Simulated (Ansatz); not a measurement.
# SnO2: what the fields show

```yaml
crystal:
  lattice:
    - [3.22780, 0.00000, 0.00000]
    - [-1.61390, 2.79535, 0.00000]
    - [0.00000, 0.00000, 5.48987]
  atoms:
    - { symbol: Sn, position: [0.00000, 0.00000, 0.00000] }
    - { symbol: O, position: [0.33333, 0.66667, 0.18429] }
    - { symbol: O, position: [0.66667, 0.33333, 0.81571] }
```

Space group P-3m1; a structure generated by program, which may or may not match a known phase; not relaxed (largest force 0.6 eV/Å); computed pressure about −7 GPa in this cell.

These are results of DFT LDA, scalar-relativistic, plane waves, PAW (Ansatz 0.2.0), not measurements.

Core electrons are frozen (PAW), and the valence fields are smoothed inside the atomic spheres.

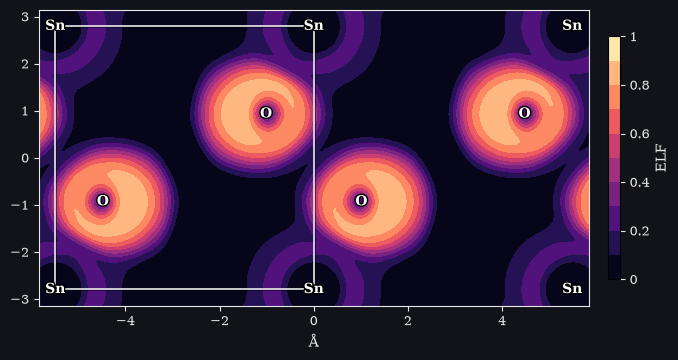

Figure 1. ELF on the (110) plane of the conventional cell.

### What do the fields say about this system?

Atoms in the plane: Sn and O.
Sn–O (2.12 Å): the ELF peaks at about 0.80 in the valence shell of O, 0.6 Å from its nucleus, and is about 0.25 at the midpoint: no shared electron pair shows on this line.
The ELF also peaks beside O, away from the bonds: lone-pair regions.

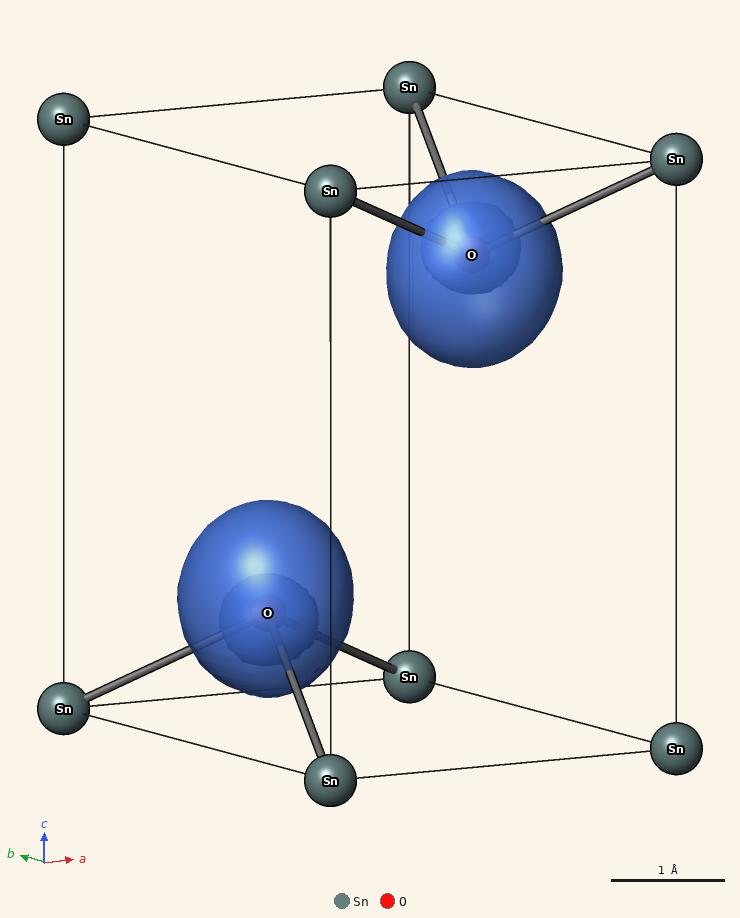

Figure 2. Isosurface of the ELF at 0.75 (blue), seen at an oblique angle. Only the valence region is drawn (cores and ρ < 0.01 e/Å³ removed). Sticks mark near contacts.

### Identify the bonds, lone pairs and shells in this picture.

The surface consists of two regions wrapped around O (the valence shell of each), counted in one cell of 3 atoms. Regions shared between cells count once.

### What Bader charges does the calculation give?

Electrons move from Sn towards O. Bader charges: Sn +2.29 and O −1.14 e.

### Does the calculation make it a metal, or give it a gap?

It is gapped, with a Kohn–Sham gap of 2.2 eV on the k-point mesh, an upper bound to the gap of this method.
